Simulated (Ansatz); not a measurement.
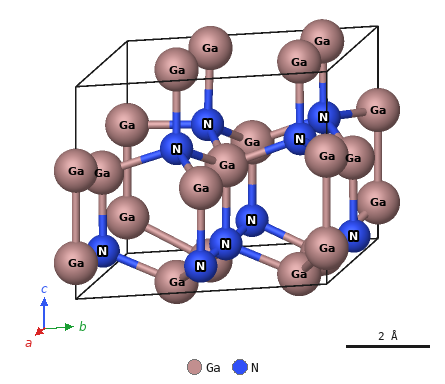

A ball-and-stick rendering, viewed slightly off an axis. The conventional unit cell is outlined; an atom on or near a face, edge or corner is repeated at each equivalent position.

What can be read from this drawing?

- The structure is one of Ga$_{9}$N$_{7}$.
- The atoms follow space group P3m1 (No. 156); the Bravais lattice is primitive hexagonal.
- The cell comprises 1 formula unit: 9 Ga, 7 N.
- About every N there are four Ga in a distorted tetrahedral arrangement at about 1.9 to 2.0 Å.
- The numbers of neighbours within bonding distance are Ga 4.
- The bonds build a three-dimensional framework.

Provenance: a structure listed in the Materials Project, repeated into a supercell with a point defect put in. The atoms were relaxed in a fixed cell with DFT PBE, scalar-relativistic, plane waves, PAW in Ansatz 0.2.0.
